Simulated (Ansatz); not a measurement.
Geometry relaxation, with input and output: Sn

Sn (2 atoms in the cell), computed with DFT, PBE, PAW with Ansatz's default frozen-core files, scalar-relativistic, no spin polarisation (Ansatz 0.2.0).

The structure was built on a prototype by a generator; it need not be a known phase. Its volume is 0.92 times that of the source entry. It belongs to a series of runs on one base structure; here: hcp relaxed under pressure, PAW files. Figures and captions count atoms from 1; the log counts them from 0 in places.

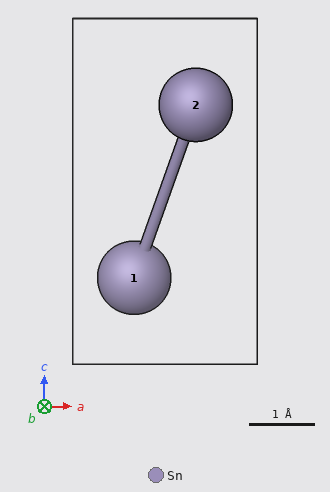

The structure as given in the input (ball-and-stick view of the cell of the calculation, along the b axis; atoms are numbered from 1 in the order of the input). Near neighbours in the crystal (not all of them lie inside the picture): Sn has 12 Sn at 3.30 to 3.31 Å.

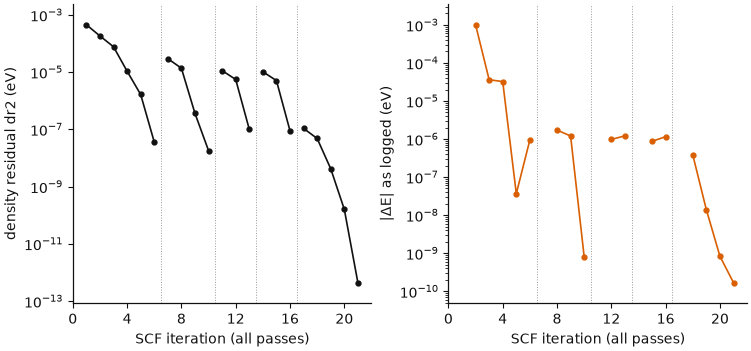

Convergence of the self-consistent field: density residual dr2 and size of the energy change against the SCF iteration. The dotted lines part the SCF passes of the relaxation: geometry steps, rejected trials and re-solves on a re-selected basis. The 5 passes take 3 to 6 iterations each, 21 in all.

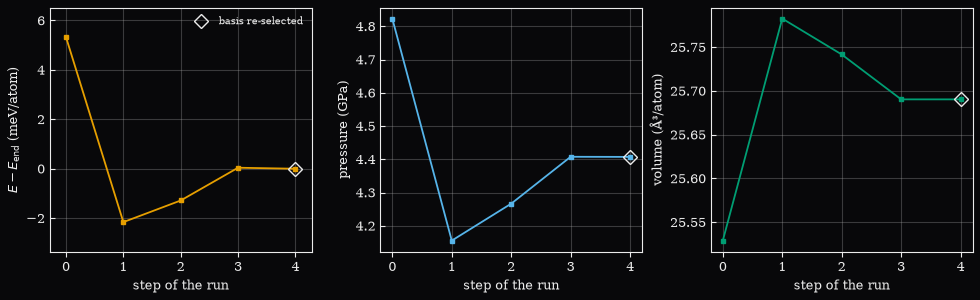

Progress of the relaxation, step by step (the first geometry is step 0 here and step 1 in the log).

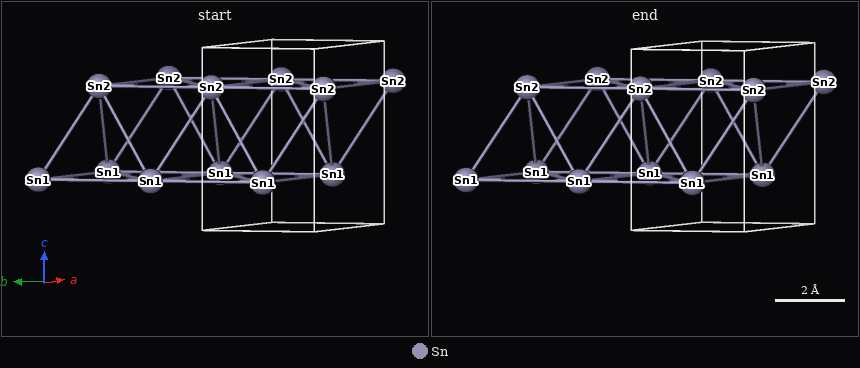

Before (left) and after (right) the relaxation, at one scale (ball-and-stick view of the cell of the calculation, repeated 2 × 3 × 1, seen at an oblique angle). After 3 geometry steps the energy has fallen by 5.3 meV per atom. All forces vanish by symmetry, so only the cell relaxes. The pressure goes from 4.82 to 4.41 GPa. The atoms keep their places relative to the cell (all moves are under 0.005 Å). The volume changes by +0.6 %, with a = b 3.314 → 3.340 Å (+0.8 %), c 5.369 → 5.318 Å (−1.0 %). Among the contacts that change: Sn1–Sn1 3.314 → 3.340 Å, Sn1–Sn2 3.296 → 3.285 Å. The space group stays P6_3/mmc (No. 194). A last SCF at the same geometry on a re-selected plane-wave basis shifts the energy by next to nothing (0.0 meV per atom). (Atoms are counted from 1 in the order of the input.)

The input and output of the run follow.

## The input
```yaml
crystal:
  lattice:
    - [3.3138990277, 0.0, 0.0]
    - [-1.6569495138, 2.8699207436, 0.0]
    - [0.0, 0.0, 5.3685164248]
  atoms:
    - { symbol: Sn, position: [0.3333333333, 0.6666666667, 0.25] }
    - { symbol: Sn, position: [0.6666666667, 0.3333333333, 0.75] }
kpoints:
  mp_grid: { grid: [13, 13, 7] }
scf:
  occupations: { method: fermi_dirac, width: 0.1 }
hamiltonian:
  xc: pbe
  pseudopotentials: { kind: paw }
output:
  forces: true
  stress: true
  eigenvalues: true
relax:
  f_tol: 0.005
  max_steps: 40
  cell: { p_target: 4.4, stress_tol: 0.03 }
```

Launched with:
```bash
ansatz run input.yaml --threads 1 --pin off --max-ram 3584MiB --backend cpu --events-out ev --progress --plain --runs-dir out
```

## Log
```
Engine: ansatz 0.2.0, aarch64-unknown-linux-gnu
Pseudopotentials: kind: paw
Pseudopotential: Sn, paw, valence charge 14, recommended cutoff 420 eV (normal), Sn.paw.azcp
Functional definition: PBE
  parameter kappa = 0.804
  parameter beta = 0.06672455060314922
  exchange = pbe_x(kappa = kappa, mu = beta*pi^2/3)
  correlation = pbe_c(beta = beta)
Crystal: 2 atoms, lattice volume = 51.058 Å³
Basis set: ecut = 420 eV, 989 PW (Γ), exchange–correlation on 48×48×72 points (8 copies of the dense FFT grid, shifted against one another)
Bands: 18, of which v1, the nominal top of the filled ones, is band 14 counted from 1 (13 counted from 0)
Symmetry: 24 space group operations
Space group: P63/mmc (ITA 194), of the structure as read, at distance tolerance 3.7e-5 Å
k-points: 84 of 1183
Non-local potential: Sn, projectors of the file, l = 0: 2, l = 1: 2, l = 2: 2, l = 3: 2
PAW form: soft (Blöchl's): semilocal exchange-correlation on the pseudo side does not see the compensation charge
PAW one-centre angular grid: Sn, 590 points (default); XC on 64 Gauss nodes
Initial density: superposition of atomic densities (neutral atoms: chi_scale 0, normalization atom), corrected by the library's trained network
Initial wavefunctions: pseudopotential atomic-orbital guess
Functional: x = pbe(κ = 0.804, μ = 0.2195149727645171), c = pbe(β = 0.06672455060314922)
SCF iter   1: F=—  HF=-12048.252739 eV  |F-HF|=—  |Δ(HF+E_count)|=         —  Δρ=1.11e-3  dr2=4.49e-4  ethr=1.77e-3  ⟨swp⟩=5.5  Hψ=7354  notcnv=0
preconditioner: auto → Kerker (q_TF=auto, 2.468 Å⁻¹)  [metal: Δε(μ)=0.069 eV  Ē_g=20.164 eV  σ=0.100 eV  W_gap=0.17  n_scr=10 (ndim 8)  ℏωp=27.5 eV  f_vac=0.000  D(μ)=1.08/eV (n_scr^D=2)]
SCF iter   2: F=—  HF=-12048.251730 eV  |F-HF|=—  |Δ(HF+E_count)|=   1.01e-3  Δρ=6.95e-4  dr2=1.82e-4  ethr=1.60e-6  ⟨swp⟩=2.0  Hψ=3319  notcnv=0
SCF iter   3: F=—  HF=-12048.251766 eV  |F-HF|=—  |Δ(HF+E_count)|=   3.62e-5  Δρ=4.19e-4  dr2=7.62e-5  ethr=6.50e-7  ⟨swp⟩=2.0  Hψ=2665  notcnv=0
SCF iter   4: F=—  HF=-12048.251798 eV  |F-HF|=—  |Δ(HF+E_count)|=   3.23e-5  Δρ=1.51e-4  dr2=1.07e-5  ethr=2.72e-7  ⟨swp⟩=2.7  Hψ=2711  notcnv=0
SCF iter   5: F=—  HF=-12048.251798 eV  |F-HF|=—  |Δ(HF+E_count)|=   3.65e-8  Δρ=6.55e-5  dr2=1.64e-6  ethr=3.82e-8  ⟨swp⟩=1.9  Hψ=1774  notcnv=0
SCF iter   6: F=-12048.251797 eV  HF=-12048.251797 eV  |F-HF|=4.58e-8  |Δ(HF+E_count)|=   9.47e-7  Δρ=9.34e-6  dr2=3.60e-8  ethr=3.57e-10  ⟨swp⟩=3.8  Hψ=6974  notcnv=0
SCF 1 converged in 6 iterations: F = -12048.251797 eV  dr2 = 3.60e-8
  greatest PAW one-centre occupation: 0.991 electrons in one spin orbital (limit 2), on the Sn atom at site 1 (counted from 0), in its partial waves of l = 2
relax step   1: F+E_penalty+E_count = -12048.25179722 eV  Δ(F+E_penalty+E_count) = +0.000e0 eV  max|allowed force component| = 4.626e-17 eV/Å  Δτ_max = 0.0000 Å  P = +4.823 GPa  Ω = 51.058 Å³  (6 SCF iters, dr2 threshold 1.00e-7 eV, accepted)
Crystal: 2 atoms, lattice volume = 51.565 Å³
Basis set: ecut = 420 eV, 1013 PW (Γ), exchange–correlation on 48×48×72 points (8 copies of the dense FFT grid, shifted against one another)
Initial density: handed on by an earlier stage of this run
Initial wavefunctions: those handed on with the density
iter 1 solved again at ethr=8.36e-8 eV; its pass at ethr=3.10e-3 eV (dr2=2.34e-5 eV) is discarded
SCF iter   1: F=—  HF=-12048.266774 eV  |F-HF|=—  |Δ(HF+E_count)|=         —  Δρ=2.20e-4  dr2=2.93e-5  ethr=8.36e-8  ⟨swp⟩=2.8  Hψ=10041  notcnv=0
preconditioner: auto → Kerker (q_TF=auto, 2.464 Å⁻¹)  [metal: Δε(μ)=0.033 eV  Ē_g=20.123 eV  σ=0.100 eV  W_gap=0.08  n_scr=10 (ndim 8)  ℏωp=27.4 eV  f_vac=0.000  D(μ)=1.07/eV (n_scr^D=2)]
SCF iter   2: F=—  HF=-12048.266772 eV  |F-HF|=—  |Δ(HF+E_count)|=   1.72e-6  Δρ=1.51e-4  dr2=1.36e-5  ethr=8.36e-8  ⟨swp⟩=1.0  Hψ=1513  notcnv=0
SCF iter   3: F=—  HF=-12048.266771 eV  |F-HF|=—  |Δ(HF+E_count)|=   1.20e-6  Δρ=2.44e-5  dr2=3.59e-7  ethr=4.85e-8  ⟨swp⟩=2.1  Hψ=1719  notcnv=0
SCF iter   4: F=-12048.266771 eV  HF=-12048.266771 eV  |F-HF|=7.89e-9  |Δ(HF+E_count)|=  8.02e-10  Δρ=7.46e-6  dr2=1.79e-8  ethr=7.14e-10  ⟨swp⟩=5.7  Hψ=6333  notcnv=0
SCF 2 converged in 4 iterations: F = -12048.266771 eV  dr2 = 1.79e-8
relax step   2: F+E_penalty+E_count = -12048.26677081 eV  Δ(F+E_penalty+E_count) = -1.497e-2 eV  max|allowed force component| = 9.714e-17 eV/Å  Δτ_max = 0.0000 Å  P = +4.155 GPa  Ω = 51.565 Å³  energy of the carried Pulay correction = -1.244e-4 eV  (4 SCF iters, dr2 threshold 2.00e-7 eV, accepted)
Crystal: 2 atoms, lattice volume = 51.483 Å³
iter 1 solved again at ethr=1.52e-8 eV; its pass at ethr=3.10e-3 eV (dr2=4.24e-6 eV) is discarded
SCF iter   1: F=—  HF=-12048.265023 eV  |F-HF|=—  |Δ(HF+E_count)|=         —  Δρ=1.23e-4  dr2=1.12e-5  ethr=1.52e-8  ⟨swp⟩=3.0  Hψ=9769  notcnv=0
eigensolver tolerance schedule calibrated: the retry pair's looser diagonalisation under-reported the residual by θ = 0.62 (0.12/decade); ethr = c·dr2/N_el runs at the constant in force after the calibration composes with the one it found (an armed cap, an earlier calibration), c = 7.3e-2
preconditioner: auto → Kerker (q_TF=auto, 2.465 Å⁻¹)  [metal: Δε(μ)=0.007 eV  Ē_g=20.133 eV  σ=0.100 eV  W_gap=0.02  n_scr=10 (ndim 8)  ℏωp=27.4 eV  f_vac=0.000  D(μ)=1.06/eV (n_scr^D=2)]
SCF iter   2: F=—  HF=-12048.265022 eV  |F-HF|=—  |Δ(HF+E_count)|=   9.74e-7  Δρ=8.52e-5  dr2=5.50e-6  ethr=1.52e-8  ⟨swp⟩=1.0  Hψ=1513  notcnv=0
SCF iter   3: F=-12048.265021 eV  HF=-12048.265021 eV  |F-HF|=1.29e-8  |Δ(HF+E_count)|=   1.21e-6  Δρ=1.18e-5  dr2=9.97e-8  ethr=5.25e-10  ⟨swp⟩=4.4  Hψ=6999  notcnv=0
SCF 3 converged in 3 iterations: F = -12048.265021 eV  dr2 = 9.97e-8
relax step   3: F+E_penalty+E_count = -12048.26502050 eV  Δ(F+E_penalty+E_count) = +1.750e-3 eV  max|allowed force component| = 8.789e-17 eV/Å  Δτ_max = 0.0000 Å  P = +4.267 GPa  Ω = 51.483 Å³  energy of the carried Pulay correction = -1.026e-4 eV  (3 SCF iters, dr2 threshold 2.00e-7 eV, accepted)
Crystal: 2 atoms, lattice volume = 51.381 Å³
iter 1 solved again at ethr=1.48e-8 eV; its pass at ethr=3.10e-3 eV (dr2=4.15e-6 eV) is discarded
SCF iter   1: F=—  HF=-12048.262371 eV  |F-HF|=—  |Δ(HF+E_count)|=         —  Δρ=1.17e-4  dr2=1.02e-5  ethr=1.48e-8  ⟨swp⟩=3.0  Hψ=9754  notcnv=0
eigensolver tolerance schedule calibrated: the retry pair's looser diagonalisation under-reported the residual by θ = 0.59 (0.11/decade); ethr = c·dr2/N_el runs at the constant in force after the calibration composes with the one it found (an armed cap, an earlier calibration), c = 8.0e-2
preconditioner: auto → Kerker (q_TF=auto, 2.466 Å⁻¹)  [metal: Δε(μ)=0.045 eV  Ē_g=20.143 eV  σ=0.100 eV  W_gap=0.11  n_scr=10 (ndim 8)  ℏωp=27.4 eV  f_vac=0.000  D(μ)=1.05/eV (n_scr^D=2)]
SCF iter   2: F=—  HF=-12048.262370 eV  |F-HF|=—  |Δ(HF+E_count)|=   8.69e-7  Δρ=8.13e-5  dr2=5.03e-6  ethr=1.48e-8  ⟨swp⟩=1.0  Hψ=1513  notcnv=0
SCF iter   3: F=-12048.262369 eV  HF=-12048.262369 eV  |F-HF|=1.26e-8  |Δ(HF+E_count)|=   1.15e-6  Δρ=1.12e-5  dr2=8.84e-8  ethr=5.40e-10  ⟨swp⟩=4.4  Hψ=6952  notcnv=0
SCF 4 converged in 3 iterations: F = -12048.262369 eV  dr2 = 8.84e-8
relax step   4: F+E_penalty+E_count = -12048.26236884 eV  Δ(F+E_penalty+E_count) = +2.652e-3 eV  max|allowed force component| = 9.252e-17 eV/Å  Δτ_max = 0.0000 Å  P = +4.408 GPa  Ω = 51.381 Å³  energy of the carried Pulay correction = -7.585e-5 eV  (3 SCF iters, dr2 threshold 1.89e-7 eV, accepted)
Initial wavefunctions: pseudopotential atomic-orbital guess (no wavefunctions were taken with the density)
iter 1 solved again at ethr=2.71e-7 eV; its pass at ethr=3.10e-3 eV (dr2=7.57e-5 eV) is discarded
SCF iter   1: F=—  HF=-12048.262450 eV  |F-HF|=—  |Δ(HF+E_count)|=         —  Δρ=2.03e-5  dr2=1.07e-7  ethr=2.71e-7  ⟨swp⟩=2.7  Hψ=10936  notcnv=0
SCF iter   2: F=—  HF=-12048.262451 eV  |F-HF|=—  |Δ(HF+E_count)|=   3.82e-7  Δρ=1.17e-5  dr2=4.76e-8  ethr=3.82e-10  ⟨swp⟩=2.1  Hψ=2676  notcnv=0
SCF iter   3: F=—  HF=-12048.262451 eV  |F-HF|=—  |Δ(HF+E_count)|=   1.38e-8  Δρ=2.44e-6  dr2=4.17e-9  ethr=1.70e-10  ⟨swp⟩=1.8  Hψ=1703  notcnv=0
SCF iter   4: F=—  HF=-12048.262451 eV  |F-HF|=—  |Δ(HF+E_count)|=  8.26e-10  Δρ=9.35e-7  dr2=1.59e-10  ethr=1.49e-11  ⟨swp⟩=2.7  Hψ=2597  notcnv=0
SCF iter   5: F=-12048.262451 eV  HF=-12048.262451 eV  |F-HF|=7.28e-12  |Δ(HF+E_count)|=  1.67e-10  Δρ=4.23e-8  dr2=4.36e-13  ethr=1.00e-12  ⟨swp⟩=4.5  Hψ=7239  notcnv=0
SCF 5 converged in 5 iterations: F = -12048.262451 eV  dr2 = 4.36e-13
relax step   5: F+E_penalty+E_count = -12048.26245081 eV  Δ(F+E_penalty+E_count) = -8.197e-5 eV  max|allowed force component| = 9.252e-17 eV/Å  Δτ_max = 0.0000 Å  P = +4.407 GPa  Ω = 51.381 Å³  stress off target by 1.51e-2 GPa  SCF on the basis re-selected at this cell (its energy is not comparable with the rows above)  (5 SCF iters)
basis re-selected at this cell: Δ(F+E_penalty+E_count) = -8.197e-5 eV, ΔP = -0.000 GPa vs the last step (what re-selecting the basis moved, of the pressure what is left beyond the Pulay correction that the steps carried, after the strain that the cell walked since its last selection, with what the two solves' SCF thresholds leave and, on support functions, any second-order correction that the steps lacked; it is no measure of the basis error at this ecutwfc). This SCF's stress stands 1.51e-2 GPa from its target on what of the cell is left free (relax.cell.stress_tol is 3.00e-2 GPa) and its largest allowed force component is 9.25e-17 eV/Å (relax.f_tol is 5.00e-3 eV/Å): within both
SCF converged after 5 iterations
Free energy (F): -12048.262451 eV
Harris-Foulkes:  -12048.262451 eV  (|F-HF|=7.28e-12)
Internal energy: -12048.227890 eV  (E = F + TS)
E sigma→0 (E₀):  -12048.245170 eV
Entropy (-TS):   -0.034561 eV (-17.281 meV/atom)
Fermi energy:    11.768410 eV
--- Per-component energies (eV) ---
  E_band       = -139.080504
  E_kinetic    = 373.571663
  E_local      = -1568.035060  (includes V_loc(G=0)·N_el)
  E_nonlocal   = -65.253776
  E_hartree    = 1010.126039
  E_xc         = -766.634616
  E_vxc        = -193.792040  (∫ρ·V_xc dr)
  E_paw        = -8269.747833  (= ΣΔE_a)
  E_vpaw       = -705.823366  (= ΣTr[D̂ρ^β])
  E_aug_tail   = -0.000001  (compensation charges beyond the density's cutoff)
  E_ewald      = -2762.254306
  E_smearing   = -0.034561  (= −TS)
  E_closure    = 0.000000  (closes the sum)
  Σ components = -12048.262451   (vs F -12048.262451, Δ=0.00e0)
--- Forces (eV/Å), atoms counted from 1 ---
  atom   1  Sn    -0.00000000    -0.00000000     0.00000000
  atom   2  Sn     0.00000000     0.00000000     0.00000000
  max |Σ_I F_I| component: 0.00e0 eV/Å
--- Stress (GPa, compression-positive) ---
        4.403325      -0.000000       0.000000
        0.000000       4.403325       0.000000
        0.000000       0.000000       4.415110
  P = ⅓ Tr σ = 4.4073 GPa (44.073 kbar)
--- Band table (eV; the first three rows and the last of 84) ---
  k-point 0: bands = ["-9.8452", "-9.8320", "-9.8227", "-9.8227", "-9.8085", "-9.8085", "-9.7917", "-9.7917", "-9.6655", "-9.6655", "0.2060", "5.1602", "6.9005", "17.4917", "17.4917", "19.4330", "19.4330", "20.6050"]
  k-point 1: bands = ["-9.8440", "-9.8321", "-9.8312", "-9.8312", "-9.8122", "-9.8122", "-9.7763", "-9.7763", "-9.6687", "-9.6687", "0.3204", "4.2763", "8.0126", "17.5880", "17.5880", "19.2422", "19.3705", "19.3705"]
  k-point 2: bands = ["-9.8410", "-9.8393", "-9.8393", "-9.8327", "-9.8216", "-9.8216", "-9.7488", "-9.7488", "-9.6789", "-9.6789", "0.6646", "3.0746", "9.8952", "16.8543", "17.8655", "17.8655", "19.1502", "19.1502"]
  k-point 83: bands = ["-9.8605", "-9.8600", "-9.8095", "-9.7687", "-9.7598", "-9.7536", "-9.7300", "-9.7299", "-9.6635", "-9.6576", "6.1197", "6.5071", "8.5036", "8.8378", "9.6078", "10.3251", "16.7250", "17.2801"]
--- Relaxed structure (4 steps of the walk, 4 accepted, 1 SCFs on fresh bases) ---
  F+E_penalty+E_count = -12048.26245081 eV   max|allowed force component| = 9.252e-17 eV/Å   (the final SCF, on the basis selected at the relaxed cell)
  cell:  # Å, volume = 51.3807 Å³
    - [3.3402611876443107, -2.9097168273318416e-11, 0.0]
    - [-1.6701305937969564, 2.8927510437897004, 0.0]
    - [0.0, 0.0, 5.317510483286365]
  atoms:
    - { symbol: Sn, position: [0.33333333333333326, 0.6666666666666665, 0.25] }
    - { symbol: Sn, position: [0.6666666666666665, 0.33333333333333326, 0.75] }
```

## Trajectory as extended XYZ (Å, eV, eV/Å), 5 frames, from step=1 to step=5
```
2
Lattice="3.3139 0.0000 0.0000 -1.6569 2.8699 0.0000 0.0000 0.0000 5.3685" Properties=species:S:1:pos:R:3:forces:R:3 step=1 energy=-12048.25180 pressure_GPa=4.82
Sn    0.0000    1.9133    1.3421    0.0000   0.0000   0.0000
Sn    1.6569    0.9566    4.0264    0.0000   0.0000   0.0000
2
Lattice="3.3331 0.0000 0.0000 -1.6666 2.8866 0.0000 0.0000 0.0000 5.3594" Properties=species:S:1:pos:R:3:forces:R:3 step=2 energy=-12048.26677 pressure_GPa=4.16
Sn    0.0000    1.9244    1.3399    0.0000   0.0000   0.0000
Sn    1.6666    0.9622    4.0196    0.0000   0.0000   0.0000
2
Lattice="3.3374 0.0000 0.0000 -1.6687 2.8903 0.0000 0.0000 0.0000 5.3373" Properties=species:S:1:pos:R:3:forces:R:3 step=3 energy=-12048.26502 pressure_GPa=4.27
Sn    0.0000    1.9268    1.3343    0.0000   0.0000   0.0000
Sn    1.6687    0.9634    4.0030    0.0000   0.0000   0.0000
2
Lattice="3.3403 0.0000 0.0000 -1.6701 2.8928 0.0000 0.0000 0.0000 5.3175" Properties=species:S:1:pos:R:3:forces:R:3 step=4 energy=-12048.26237 pressure_GPa=4.41
Sn    0.0000    1.9285    1.3294    0.0000   0.0000   0.0000
Sn    1.6701    0.9643    3.9881    0.0000   0.0000   0.0000
2
Lattice="3.3403 0.0000 0.0000 -1.6701 2.8928 0.0000 0.0000 0.0000 5.3175" Properties=species:S:1:pos:R:3:forces:R:3 step=5 energy=-12048.26245 pressure_GPa=4.41
Sn    0.0000    1.9285    1.3294    0.0000   0.0000   0.0000
Sn    1.6701    0.9643    3.9881    0.0000   0.0000   0.0000
```

## Key numbers

| quantity | value |
| --- | --- |
| outcome | converged |
| space group (tolerance 0.01 Å) | P6₃/mmc (194) |
| electrons treated | 28 |
| free energy | −12048.2625 eV |
| Fermi energy | 11.768 eV |
| pressure | 4.41 GPa |
| final volume | 51.38 Å³ |
| largest force (length of the vector) at the end | under 0.001 eV/Å |
| final cell | a = 3.340 Å, b = 3.340 Å, c = 5.318 Å, α = 90.00°, β = 90.00°, γ = 120.00° |
| hardware | 1 thread of Arm Neoverse V2, 128 GiB of memory available, shared host |
| wall time | 16 s |
| peak memory | 0.35 GiB |
